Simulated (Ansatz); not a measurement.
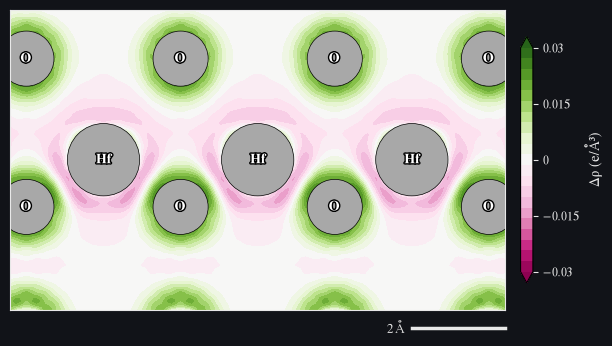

HfSiO₄. Difference of the valence pseudo-densities of two functionals at the same geometry, on the (010) plane of the calculation cell: one of PBE and r2SCAN less the other.

Both computed with Ansatz (plane waves, PAW), on the same k-point mesh. Grey discs cover the atomic cores.

```
CELL_PARAMETERS angstrom
3.28569 0.00000 0.00000
0.00000 3.28569 0.00000
0.00000 0.00000 5.70050
ATOMIC_POSITIONS crystal
Hf 0.50000 0.50000 0.50000
Si 0.00000 0.00000 0.00000
O 0.50000 0.00000 0.67637
O 0.00000 0.50000 0.87796
O 0.00000 0.50000 0.32363
O 0.50000 0.00000 0.12204
```

Which was subtracted from which, and what does the map show?

Answer. It is r2SCAN less PBE. Against PBE, r2SCAN gives less density around Hf (−0.005 e/Å³ on average at 1.2 Å from the nucleus), more density around O (+0.014 e/Å³ on average at 0.7 Å from the nucleus) and a change of −0.010 e/Å³ at the midpoint of Hf–O.
